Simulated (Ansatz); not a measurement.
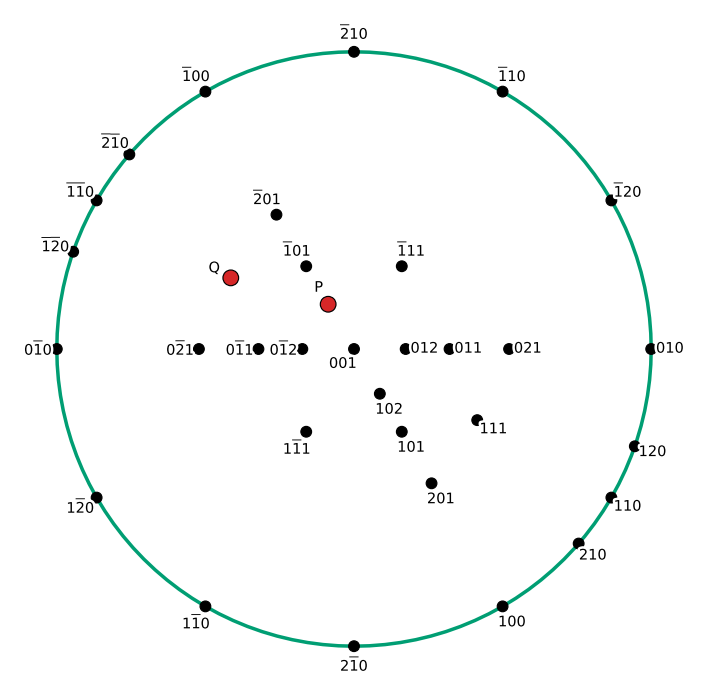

Crystal: Si, coordinates from a relaxation with DFT PBE, scalar-relativistic, plane waves, PAW in Ansatz; the starting structure was generated, so it need not be a known form of this composition. Stereographic projection of plane normals (upper hemisphere) centred on (0 0 1). The drawing is computed from the coordinates (standard cell, symmetry found to 0.002 Å).

a = 6.058 Å, b = 6.058 Å, c = 3.762 Å, α = 90.00°, β = 90.00°, γ = 120.00°.

> Index the poles marked P, Q.

P is (−1 0 2), in four indices (−1 0 1 2), 19.7° from the centre; Q is (−1 −1 1), in four indices (−1 −1 2 1), 51.2° from the centre.

> Which zone does the coloured great circle trace?

The zone [0 0 1]: its poles satisfy l = 0.

> What is the angle between the normals of (−1 −2 0) and (1 0 0), and what are their d_hkl = 1/|g|?

139.1°; d = 1.983 Å and 5.246 Å.
